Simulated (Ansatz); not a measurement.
Geometry relaxation, with input and output: Ni (part 1 of 2)

- system: Ni (Fm-3m, 1 atom in the cell)
- method: DFT PBEsol, scalar-relativistic, plane waves, PAW, spin-polarised (Ansatz 0.2.0)

The structure derives from an entry of the Crystallography Open Database. Figures and captions count atoms from 1; the log counts them from 0 in places.

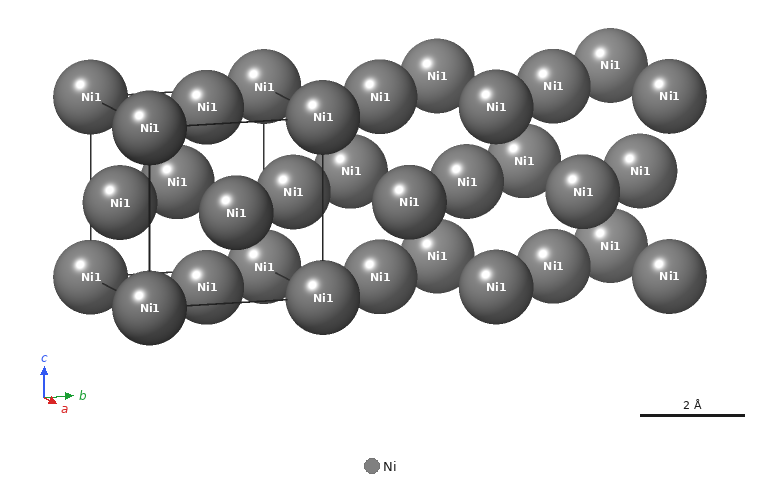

The starting structure (spheres-only view of the cell 4 times as large as that of the calculation, set on its symmetry axes, repeated 1 × 3 × 1, seen slightly off an axis; atoms are numbered from 1 in the order of the input). An atom can appear more than once, as a periodic image.

Results in brief:

- outcome: converged
- space group (tolerance 0.01 Å): Fm-3m (225)
- electrons treated: 18
- free energy: −5804.9789 eV
- Fermi energy: 19.041 eV
- gap on the k-point mesh: none (metallic)
- net moment of the cell: 0.72 μB
- integrated absolute moment: 0.80 μB
- pressure: −0.01 GPa
- final volume: 10.41 Å³
- largest force (length of the vector) at the end: under 0.001 eV/Å
- final cell: a = 2.451 Å, b = 2.451 Å, c = 2.451 Å, α = 60.00°, β = 60.00°, γ = 60.00°
- hardware: 2 threads of Arm Neoverse V1, 24 GiB of memory available, shared host
- wall time: 4.9 s (CPU time 8.9 s)
- peak memory: 0.27 GiB

Input file:
```yaml
crystal:
  lattice:
    - [0.0, 1.76795, 1.76795]
    - [1.76795, 0.0, 1.76795]
    - [1.76795, 1.76795, 0.0]
  atoms:
    - { symbol: Ni, position: [0.0, 0.0, 0.0], spin: 0.81 }
basis:
  ecutwfc: 420
kpoints:
  mp_grid: { grid: [10, 10, 10] }
hamiltonian:
  xc: pbesol
scf:
  occupations: { method: gaussian, width: 0.1 }
output:
  forces: true
  stress: true
  eigenvalues: true
  populations: true
magnetization:
  spin_polarized: true
relax:
  adjacent_minimum: "off"
  f_tol: 0.05
  max_steps: 80
  cell: { stress_tol: 0.5 }
```

Launched with:
```bash
ansatz run input.yaml --threads 2 --pin off --max-ram 5120MiB --backend cpu --events-out ev --progress --plain --runs-dir out
```

The program's output:
```
Engine: ansatz 0.2.0, aarch64-unknown-linux-gnu
Pseudopotentials: kind: paw
Pseudopotential: Ni, paw, valence charge 18, recommended cutoff 420 eV (normal), Ni.paw.azcp
Functional definition: PBEsol
  exchange = pbesol_x
  correlation = pbesol_c
Crystal: 1 atoms, lattice volume = 11.052 Å³
Basis set: ecut = 420 eV, 181 PW (Γ), exchange–correlation on 36×36×36 points (8 copies of the dense FFT grid, shifted against one another)
Bands: 14, of which v1, the nominal top of the filled ones, is band 9 counted from 1 (8 counted from 0)
Symmetry: 48 space group operations
Space group: Fm-3m (ITA 225), of the structure as read, at distance tolerance 2.2e-5 Å
Magnetic group: BNS 225.116 (UNI 1618), of the structure as read, at distance tolerance 2.2e-5 Å
k-points: 47 of 1000
Non-local potential: Ni, projectors of the file, l = 0: 3, l = 1: 2, l = 2: 3, l = 3: 1
PAW form: soft (Blöchl's): semilocal exchange-correlation on the pseudo side does not see the compensation charge
PAW frozen core: Ni, regenerated for the run's functional, and the local potential with it (the file was generated under x = pbe(κ = 0.804, μ = 0.2195149727645171), c = pbe(β = 0.06672455060314922))
PAW one-centre angular grid: Ni, 590 points (default); XC on 64 Gauss nodes
Initial density: superposition of atomic densities (chi_scale 0.1, normalization cell)
Starting moments: Σ|m| = 0.81 μB on 1 of 1 site
Initial wavefunctions: pseudopotential atomic-orbital guess
Functional: x = pbesol(κ = 0.804, μ = 0.12345679012345678), c = pbesol(β = 0.046)
SCF iter   1: F=—  HF=-5804.375174 eV  |F-HF|=—  |Δ(HF+E_count)|=         —  Δρ=8.19e-2 (↑3.66e-2 ↓8.19e-2)  dr2=9.17e-1  dr2_m=5.33e-2  M=0.803 μB ∫|m|=0.857 μB  β_m=0.30  ethr=3.10e-3  ⟨swp⟩=5.3  Hψ=6815  notcnv=0
Mixer restart at iter 1: flushing history
preconditioner: auto → none  [metal: Δε(μ)=0.029 eV  Ē_g=15.629 eV  σ=0.100 eV  W_gap=0.16  n_scr=0 (ndim 8)  ℏωp=35.3 eV  f_vac=0.000  D(μ)=1.77/eV (n_scr^D=26)]
SCF iter   2: F=—  HF=-5804.120141 eV  |F-HF|=—  |Δ(HF+E_count)|=   2.55e-1  Δρ=5.03e-2 (↑5.03e-2 ↓3.20e-2)  dr2=3.46e-1  dr2_m=1.34e-2  M=0.750 μB ∫|m|=0.816 μB  β_m=0.25  ethr=3.10e-3  ⟨swp⟩=2.9  Hψ=3073  notcnv=0  defer=41
SCF iter   3: F=—  HF=-5804.299640 eV  |F-HF|=—  |Δ(HF+E_count)|=   1.79e-1  Δρ=2.12e-2 (↑2.12e-2 ↓1.10e-2)  dr2=2.59e-2  dr2_m=1.16e-2  M=0.753 μB ∫|m|=0.823 μB  β_m=0.62  ethr=1.92e-3  ⟨swp⟩=2.5  Hψ=2282  notcnv=0  defer=42
SCF iter   4: F=—  HF=-5804.894956 eV  |F-HF|=—  |Δ(HF+E_count)|=         —  Δρ=1.74e-2 (↑1.74e-2 ↓1.66e-2)  dr2=7.51e-2  dr2_m=1.29e-4  M=0.734 μB ∫|m|=0.812 μB  β_m=0.62  ethr=1.44e-4  ⟨swp⟩=2.3  Hψ=2605  notcnv=0  defer=42
Mixer restart at iter 4: flushing history
SCF iter   5: F=—  HF=-5804.992538 eV  |F-HF|=—  |Δ(HF+E_count)|=   9.76e-2  Δρ=2.50e-2 (↑2.25e-2 ↓2.50e-2)  dr2=1.28e-1  dr2_m=1.91e-4  M=0.743 μB ∫|m|=0.823 μB  β_m=0.34  ethr=1.44e-4  ⟨swp⟩=2.2  Hψ=3184  notcnv=0  defer=43
SCF iter   6: F=—  HF=-5804.939181 eV  |F-HF|=—  |Δ(HF+E_count)|=   5.34e-2  Δρ=1.45e-3 (↑1.17e-3 ↓1.45e-3)  dr2=1.71e-4  dr2_m=2.62e-5  M=0.734 μB ∫|m|=0.814 μB  β_m=0.67  ethr=1.44e-4  ⟨swp⟩=2.6  Hψ=2704  notcnv=0  defer=45
SCF iter   7: F=—  HF=-5804.953441 eV  |F-HF|=—  |Δ(HF+E_count)|=   1.43e-2  Δρ=1.09e-3 (↑1.09e-3 ↓6.97e-4)  dr2=2.04e-4  dr2_m=6.40e-6  M=0.730 μB ∫|m|=0.810 μB  β_m=0.70  ethr=9.49e-7  ⟨swp⟩=2.1  Hψ=2331  notcnv=0  defer=40
SCF iter   8: F=—  HF=-5804.953665 eV  |F-HF|=—  |Δ(HF+E_count)|=   2.24e-4  Δρ=2.71e-4 (↑1.22e-4 ↓2.71e-4)  dr2=1.06e-5  dr2_m=5.90e-7  M=0.730 μB ∫|m|=0.810 μB  β_m=0.85  ethr=9.49e-7  ⟨swp⟩=2.0  Hψ=1811  notcnv=0  defer=42
SCF iter   9: F=—  HF=-5804.953671 eV  |F-HF|=—  |Δ(HF+E_count)|=   6.44e-6  Δρ=5.46e-5 (↑2.63e-5 ↓5.46e-5)  dr2=5.33e-8  dr2_m=1.64e-7  M=0.730 μB ∫|m|=0.810 μB  β_m=0.72  ethr=5.90e-8  ⟨swp⟩=2.2  Hψ=1713  notcnv=0  defer=42
SCF iter  10: F=—  HF=-5804.953671 eV  |F-HF|=—  |Δ(HF+E_count)|=   5.45e-8  Δρ=1.66e-5 (↑1.31e-5 ↓1.66e-5)  dr2=9.28e-10  dr2_m=2.21e-8  M=0.730 μB ∫|m|=0.810 μB  β_m=0.86  ethr=2.96e-10  ⟨swp⟩=2.3  Hψ=2033  notcnv=0  defer=42
SCF iter  11: F=-5804.953671 eV  HF=-5804.953671 eV  |F-HF|=1.78e-8  |Δ(HF+E_count)|=   4.44e-9  Δρ=1.13e-5 (↑6.95e-6 ↓1.13e-5)  dr2=2.25e-8  dr2_m=4.77e-10  M=0.730 μB ∫|m|=0.810 μB  ethr=5.16e-12  ⟨swp⟩=3.0  Hψ=4547  notcnv=0
SCF 1 converged in 11 iterations: F = -5804.953671 eV  dr2 = 2.25e-8
  greatest PAW one-centre occupation: 1.001 electrons in one spin orbital (limit 2), on the Ni atom at site 0 (counted from 0), in its partial waves of l = 1
relax step   1: F+E_penalty+E_count = -5804.95367116 eV  Δ(F+E_penalty+E_count) = +0.000e0 eV  max|allowed force component| = 0.000e0 eV/Å  Δτ_max = 0.0000 Å  P = -11.902 GPa  Ω = 11.052 Å³  (11 SCF iters, dr2 threshold 1.00e-7 eV, accepted)
Crystal: 1 atoms, lattice volume = 10.709 Å³
Initial density: handed on by an earlier stage of this run
Starting moments: Σ|m| = 0.81 μB on 1 of 1 site; this step starts from the density that it was given
Initial wavefunctions: those handed on with the density
iter 1 solved again at ethr=4.91e-5 eV; its pass at ethr=3.10e-3 eV (dr2=8.84e-3 eV) is discarded
SCF iter   1: F=—  HF=-5804.974476 eV  |F-HF|=—  |Δ(HF+E_count)|=         —  Δρ=6.46e-3 (↑5.26e-3 ↓6.46e-3)  dr2=8.67e-3  dr2_m=3.99e-5  M=0.733 μB ∫|m|=0.809 μB  β_m=0.30  ethr=4.91e-5  ⟨swp⟩=1.2  Hψ=8138  notcnv=0
preconditioner: auto → none  [metal: Δε(μ)=0.009 eV  Ē_g=16.859 eV  σ=0.100 eV  W_gap=0.05  n_scr=0 (ndim 8)  ℏωp=35.9 eV  f_vac=0.000  D(μ)=1.55/eV (n_scr^D=26)]
SCF iter   2: F=—  HF=-5804.971740 eV  |F-HF|=—  |Δ(HF+E_count)|=   2.74e-3  Δρ=1.77e-3 (↑1.77e-3 ↓1.30e-3)  dr2=3.66e-4  dr2_m=9.63e-6  M=0.731 μB ∫|m|=0.807 μB  β_m=0.28  ethr=4.82e-5  ⟨swp⟩=2.2  Hψ=2085  notcnv=0
SCF iter   3: F=—  HF=-5804.971898 eV  |F-HF|=—  |Δ(HF+E_count)|=   1.58e-4  Δρ=4.23e-4 (↑3.74e-4 ↓4.23e-4)  dr2=1.50e-5  dr2_m=5.59e-6  M=0.731 μB ∫|m|=0.807 μB  β_m=0.46  ethr=2.03e-6  ⟨swp⟩=2.2  Hψ=1994  notcnv=0
SCF iter   4: F=—  HF=-5804.972613 eV  |F-HF|=—  |Δ(HF+E_count)|=   7.15e-4  Δρ=5.43e-4 (↑3.46e-4 ↓5.43e-4)  dr2=4.86e-5  dr2_m=1.43e-6  M=0.730 μB ∫|m|=0.806 μB  β_m=0.73  ethr=8.31e-8  ⟨swp⟩=2.0  Hψ=2201  notcnv=0
SCF iter   5: F=—  HF=-5804.972994 eV  |F-HF|=—  |Δ(HF+E_count)|=   3.81e-4  Δρ=6.90e-4 (↑3.95e-4 ↓6.90e-4)  dr2=7.37e-5  dr2_m=2.41e-6  M=0.729 μB ∫|m|=0.805 μB  β_m=0.73  ethr=8.31e-8  ⟨swp⟩=2.2  Hψ=1895  notcnv=0
SCF iter   6: F=—  HF=-5804.973196 eV  |F-HF|=—  |Δ(HF+E_count)|=   2.02e-4  Δρ=9.75e-5 (↑5.19e-5 ↓9.75e-5)  dr2=1.64e-7  dr2_m=5.42e-7  M=0.728 μB ∫|m|=0.803 μB  β_m=0.86  ethr=8.31e-8  ⟨swp⟩=2.0  Hψ=2199  notcnv=0
SCF iter   7: F=—  HF=-5804.973196 eV  |F-HF|=—  |Δ(HF+E_count)|=   3.31e-7  Δρ=9.01e-5 (↑6.43e-5 ↓9.01e-5)  dr2=1.50e-6  dr2_m=1.95e-8  M=0.727 μB ∫|m|=0.803 μB  β_m=0.86  ethr=9.13e-10  ⟨swp⟩=2.6  Hψ=2512  notcnv=0
SCF iter   8: F=—  HF=-5804.973198 eV  |F-HF|=—  |Δ(HF+E_count)|=   2.28e-6  Δρ=1.56e-5 (↑6.46e-6 ↓1.56e-5)  dr2=3.01e-8  dr2_m=2.44e-9  M=0.727 μB ∫|m|=0.803 μB  β_m=0.93  ethr=9.13e-10  ⟨swp⟩=2.0  Hψ=2200  notcnv=0
SCF iter   9: F=-5804.973198 eV  HF=-5804.973198 eV  |F-HF|=1.25e-9  |Δ(HF+E_count)|=   5.81e-8  Δρ=3.40e-6 (↑1.56e-6 ↓3.40e-6)  dr2=1.55e-9  dr2_m=8.74e-11  M=0.727 μB ∫|m|=0.803 μB  ethr=1.67e-10  ⟨swp⟩=2.3  Hψ=4554  notcnv=0
SCF 2 converged in 9 iterations: F = -5804.973198 eV  dr2 = 1.55e-9
relax step   2: F+E_penalty+E_count = -5804.97319815 eV  Δ(F+E_penalty+E_count) = -1.953e-2 eV  max|allowed force component| = 0.000e0 eV/Å  Δτ_max = 0.0000 Å  P = -6.080 GPa  Ω = 10.709 Å³  energy of the carried Pulay correction = +1.056e-4 eV  (9 SCF iters, dr2 threshold 1.00e-7 eV, accepted)
Crystal: 1 atoms, lattice volume = 10.374 Å³
iter 1 solved again at ethr=5.43e-5 eV; its pass at ethr=3.10e-3 eV (dr2=9.78e-3 eV) is discarded
SCF iter   1: F=—  HF=-5804.980129 eV  |F-HF|=—  |Δ(HF+E_count)|=         —  Δρ=7.14e-3 (↑5.40e-3 ↓7.14e-3)  dr2=9.60e-3  dr2_m=7.67e-5  M=0.732 μB ∫|m|=0.803 μB  β_m=0.30  ethr=5.43e-5  ⟨swp⟩=1.2  Hψ=8167  notcnv=0
preconditioner: auto → none  [metal: Δε(μ)=0.009 eV  Ē_g=17.250 eV  σ=0.100 eV  W_gap=0.05  n_scr=0 (ndim 8)  ℏωp=36.5 eV  f_vac=0.000  D(μ)=1.50/eV (n_scr^D=14)]
SCF iter   2: F=—  HF=-5804.977158 eV  |F-HF|=—  |Δ(HF+E_count)|=   2.97e-3  Δρ=1.96e-3 (↑1.96e-3 ↓1.33e-3)  dr2=3.97e-4  dr2_m=1.46e-5  M=0.730 μB ∫|m|=0.801 μB  β_m=0.28  ethr=5.33e-5  ⟨swp⟩=2.3  Hψ=2108  notcnv=0
SCF iter   3: F=—  HF=-5804.977390 eV  |F-HF|=—  |Δ(HF+E_count)|=   2.32e-4  Δρ=4.74e-4 (↑4.74e-4 ↓4.33e-4)  dr2=1.48e-5  dr2_m=6.80e-6  M=0.729 μB ∫|m|=0.801 μB  β_m=0.45  ethr=2.20e-6  ⟨swp⟩=2.3  Hψ=2006  notcnv=0
SCF iter   4: F=—  HF=-5804.978283 eV  |F-HF|=—  |Δ(HF+E_count)|=   8.93e-4  Δρ=6.34e-4 (↑2.92e-4 ↓6.34e-4)  dr2=4.81e-5  dr2_m=3.84e-6  M=0.728 μB ∫|m|=0.799 μB  β_m=0.72  ethr=8.23e-8  ⟨swp⟩=2.1  Hψ=2223  notcnv=0
SCF iter   5: F=—  HF=-5804.978826 eV  |F-HF|=—  |Δ(HF+E_count)|=   5.42e-4  Δρ=8.23e-4 (↑3.41e-4 ↓8.23e-4)  dr2=8.00e-5  dr2_m=6.31e-6  M=0.726 μB ∫|m|=0.797 μB  β_m=0.59  ethr=8.23e-8  ⟨swp⟩=2.1  Hψ=2089  notcnv=0
SCF iter   6: F=—  HF=-5804.979050 eV  |F-HF|=—  |Δ(HF+E_count)|=   2.24e-4  Δρ=2.38e-4 (↑2.38e-4 ↓1.04e-4)  dr2=6.99e-6  dr2_m=4.51e-7  M=0.723 μB ∫|m|=0.795 μB  β_m=0.86  ethr=8.23e-8  ⟨swp⟩=2.1  Hψ=2212  notcnv=0
SCF iter   7: F=—  HF=-5804.979047 eV  |F-HF|=—  |Δ(HF+E_count)|=   3.01e-6  Δρ=1.30e-4 (↑1.11e-4 ↓1.30e-4)  dr2=3.55e-6  dr2_m=1.06e-8  M=0.723 μB ∫|m|=0.794 μB  β_m=0.93  ethr=3.88e-8  ⟨swp⟩=1.0  Hψ=1353  notcnv=0
SCF iter   8: F=—  HF=-5804.979048 eV  |F-HF|=—  |Δ(HF+E_count)|=   1.06e-6  Δρ=2.39e-5 (↑1.25e-5 ↓2.39e-5)  dr2=7.86e-8  dr2_m=3.57e-9  M=0.723 μB ∫|m|=0.795 μB  β_m=0.97  ethr=1.97e-8  ⟨swp⟩=2.2  Hψ=1685  notcnv=0
SCF iter   9: F=-5804.979048 eV  HF=-5804.979048 eV  |F-HF|=4.73e-11  |Δ(HF+E_count)|=   4.89e-8  Δρ=7.77e-7 (↑3.14e-7 ↓7.77e-7)  dr2=5.46e-11  dr2_m=6.02e-12  M=0.723 μB ∫|m|=0.795 μB  ethr=4.36e-10  ⟨swp⟩=2.9  Hψ=4554  notcnv=0
SCF 3 converged in 9 iterations: F = -5804.979048 eV  dr2 = 5.46e-11
relax step   3: F+E_penalty+E_count = -5804.97904780 eV  Δ(F+E_penalty+E_count) = -5.850e-3 eV  max|allowed force component| = 0.000e0 eV/Å  Δτ_max = 0.0000 Å  P = +0.814 GPa  Ω = 10.374 Å³  energy of the carried Pulay correction = +2.124e-4 eV  (9 SCF iters, dr2 threshold 1.00e-7 eV, accepted)
Crystal: 1 atoms, lattice volume = 10.412 Å³
iter 1 solved again at ethr=7.84e-7 eV; its pass at ethr=3.10e-3 eV (dr2=1.41e-4 eV) is discarded
```
